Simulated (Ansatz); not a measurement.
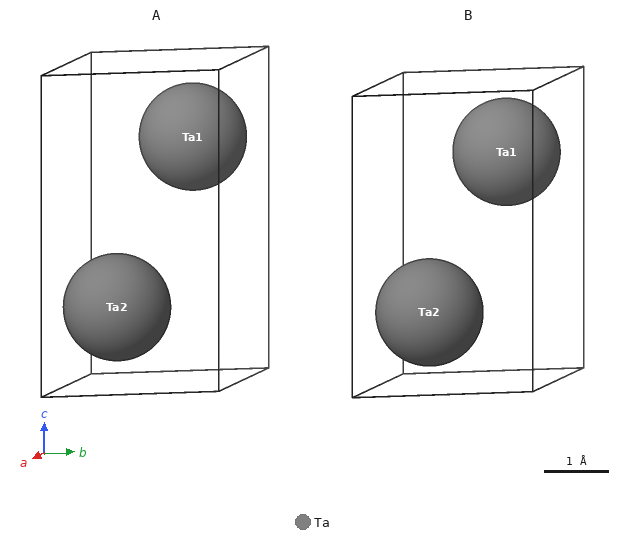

Two geometries of a crystal of Ta (built on the hcp type) (coarse preliminary run), drawn at one scale. One is the start of a relaxation, the other its converged end. A spheres-only model of the cell of the calculation, seen slightly off an axis.

All numbers below come from DFT PBE, scalar-relativistic, plane waves, PAW (Ansatz). (plane-wave cutoff 600 eV; k-point mesh 8 × 8 × 4; occupations gaussian; smearing width 0.05 eV; no spin polarisation; cell and atoms relaxed; force threshold 0.03 eV/Å; at most 60 steps)

**Which of the two is the end point?**

Structure A is the relaxed one. The atoms keep their places relative to the cell (all moves are under 0.005 Å). The drawn cell changes as follows: a = b 2.949 → 2.901 Å (−1.6 %), c 4.816 → 5.140 Å (+6.7 %); the volume changes by +3.3 %. Among the contacts that change: Ta1–Ta2 2.949 → 3.067 Å, Ta1–Ta1 2.949 → 2.901 Å. The space group stays P6_3/mmc (No. 194). Over 3 accepted moves (4 points after the start) the energy falls by 59.3 meV per atom. All forces vanish by symmetry, so only the cell relaxes. The pressure goes from 5.72 to 0.00 GPa. At 1 point the geometry stayed and the basis and grid were re-selected for the new cell (energy shift of less than 0.05 meV per atom at most each time). The run took roughly 9 core-seconds on a shared host.
